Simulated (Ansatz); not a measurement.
## Electronic structure of Al$_{3}$Cu in real space

```xyz
4
Lattice="3.9289 0.0000 0.0000 0.0000 3.9289 0.0000 0.0000 0.0000 3.9289" Properties=species:S:1:pos:R:3 pbc="T T T"
Al    0.0000    1.9644    1.9644
Al    1.9644    0.0000    1.9644
Al    1.9644    1.9644    0.0000
Cu    0.0000    0.0000    0.0000
```

Space group Pm-3m; a structure from a database of computed crystals, not necessarily the ambient phase; computed pressure about −5 GPa in this cell; computed without spin polarisation.

Level of theory: DFT LDA, scalar-relativistic, plane waves, PAW in Ansatz.

In a PAW calculation such maps are meaningful between the atoms, not at the nuclei.

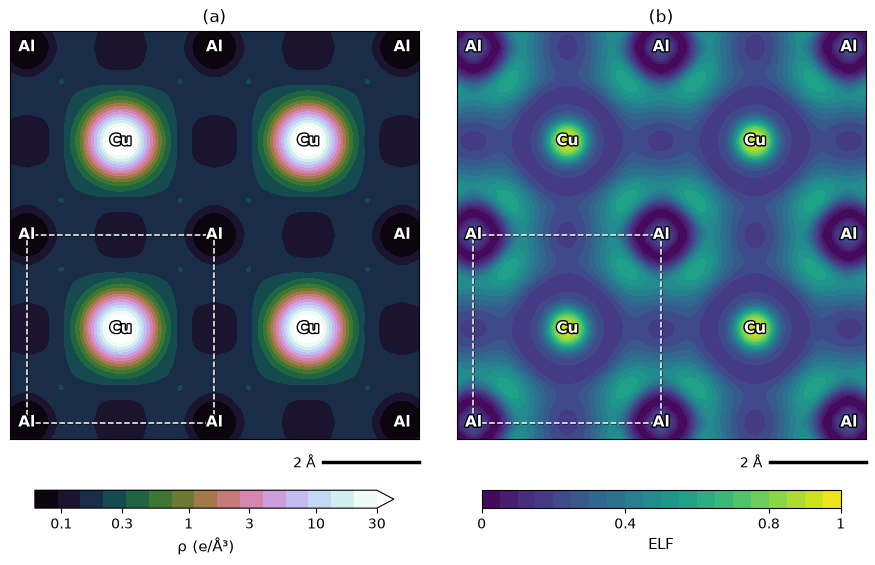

Figure 1. (a) valence electron density; (b) electron localisation function on the (100) plane of the conventional cell.

Q: Interpret the plot.

A: The plane passes through Al and Cu nuclei.
Al–Cu (2.78 Å): ρ at the midpoint is about 0.21 e/Å³; the ELF is about 0.40 at the midpoint.
Between the atoms the lowest density in this plane is 0.1 e/Å³.
The features right at Cu lie inside the PAW spheres, where the map follows smoothed inner orbitals and isn't to be read closely.

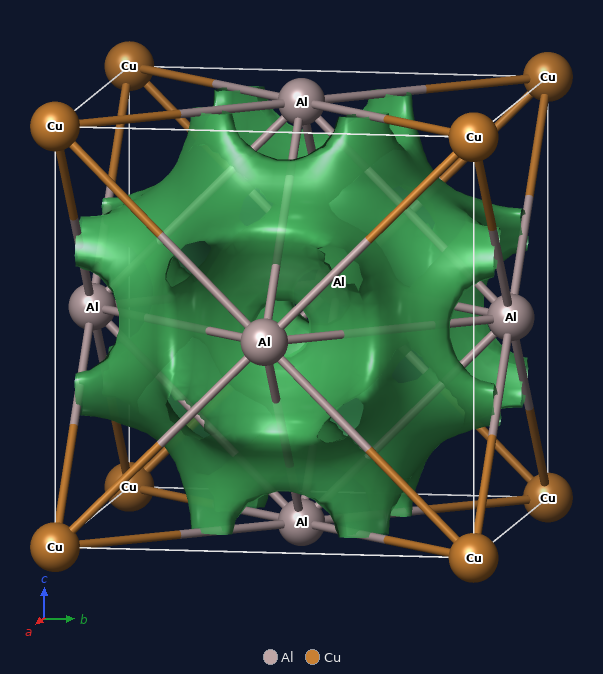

Figure 2. Isosurface of the ELF at 0.55 (green), seen slightly off an axis. Core shells and regions of very low density are left out. Sticks mark near contacts.

Q: Identify the bonds, lone pairs and shells in this picture.

A: At this value the surface marks out one network that runs through the whole crystal, counted in one cell of 4 atoms. Any copies at cell faces, edges or corners count once.


Al–Al (2.78 Å): the ELF peaks at about 0.65 between the atoms.

Q: Does the calculation make it a metal, or give it a gap?

A: It is gapless in this calculation (a metal or semimetal).

Q: What Bader charges does the calculation give?

A: Electrons move from Al towards Cu. Bader charges: Al +0.30 and Cu −0.89 e.
